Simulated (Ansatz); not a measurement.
```cif
data_structure
_symmetry_space_group_name_H-M 'P 1'
_symmetry_Int_Tables_number 1
_cell_length_a 6.5258
_cell_length_b 6.5258
_cell_length_c 9.3668
_cell_angle_alpha 69.614
_cell_angle_beta 69.614
_cell_angle_gamma 60.000
_cell_volume 316.27
loop_
_atom_site_label
_atom_site_type_symbol
_atom_site_fract_x
_atom_site_fract_y
_atom_site_fract_z
_atom_site_occupancy
C1 C 0.79439 0.94173 0.76746 1
C2 C 0.92956 0.51812 0.77514 1
C3 C 0.50146 0.80425 0.76877 1
C4 C 0.65125 0.37980 0.76528 1
C5 C 0.21697 0.65843 0.77136 1
C6 C 0.36474 0.24397 0.73749 1
C7 C 0.07401 0.08690 0.77238 1
C8 C 0.45741 0.61285 0.76873 1
C9 C 0.61500 0.19397 0.73749 1
C10 C 0.16536 0.47625 0.76743 1
C11 C 0.30989 0.03964 0.76537 1
C12 C 0.88246 0.32783 0.77235 1
C13 C 0.02506 0.89470 0.77517 1
C14 C 0.74017 0.75694 0.77136 1
C15 C 0.96931 0.11476 0.22851 1
C16 C 0.11216 0.68595 0.22894 1
C17 C 0.68356 0.97165 0.22896 1
C18 C 0.82651 0.54315 0.22857 1
C19 C 0.39791 0.82878 0.22881 1
C20 C 0.54108 0.40054 0.22797 1
C21 C 0.25508 0.25743 0.22880 1
C22 C 0.63597 0.78116 0.22891 1
C23 C 0.77909 0.35295 0.22797 1
C24 C 0.35046 0.63836 0.22852 1
C25 C 0.49327 0.20994 0.22855 1
C26 C 0.06448 0.49550 0.22888 1
C27 C 0.20740 0.06695 0.22877 1
C28 C 0.92164 0.92408 0.22894 1
O1 O 0.53881 0.26777 0.59083 1
```

The calculation used DFT PBE, scalar-relativistic, plane waves, PAW (Ansatz 0.2.0).

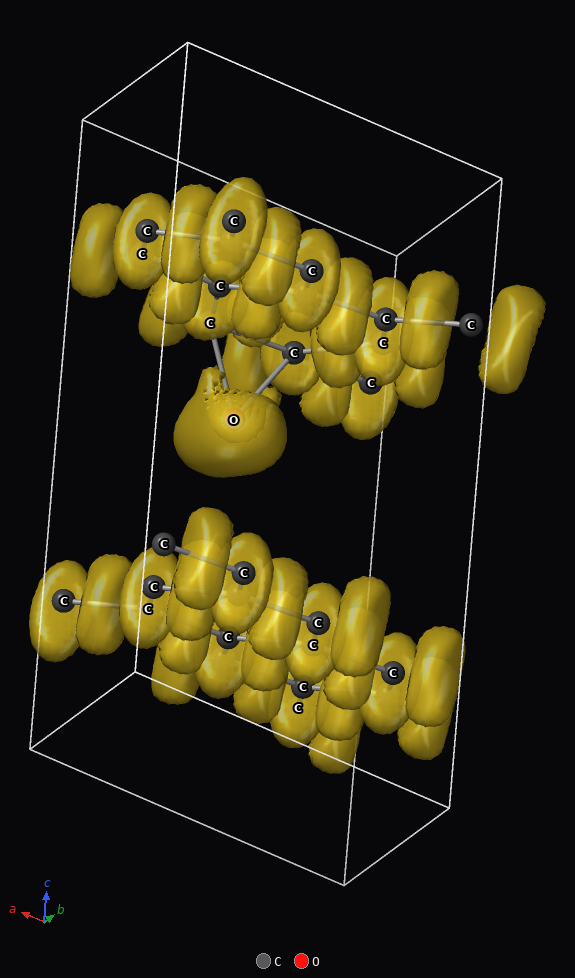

C₂₈O (cell with a defect). Isosurface of the ELF at 0.75 (yellow), seen at an oblique angle. Core shells and regions of very low density are left out. Sticks mark near contacts.

In a PAW calculation such maps are meaningful between the atoms, not at the nuclei.

> Identify the bonds, lone pairs and shells in this picture.

The ELF exceeds this value in 42 regions between bonded C–C atoms (shared pairs) and one region on O in which the atom's valence shell and bonds are merged, counted in one cell of 29 atoms. Regions shared between cells count once. Profiles from the grid: C–C (1.39 Å): the ELF peaks at about 0.90 between the atoms, as expected for localised, covalent bonding. C–O (1.46 Å): the ELF peaks at about 0.75 between the atoms; a polar covalent bond.
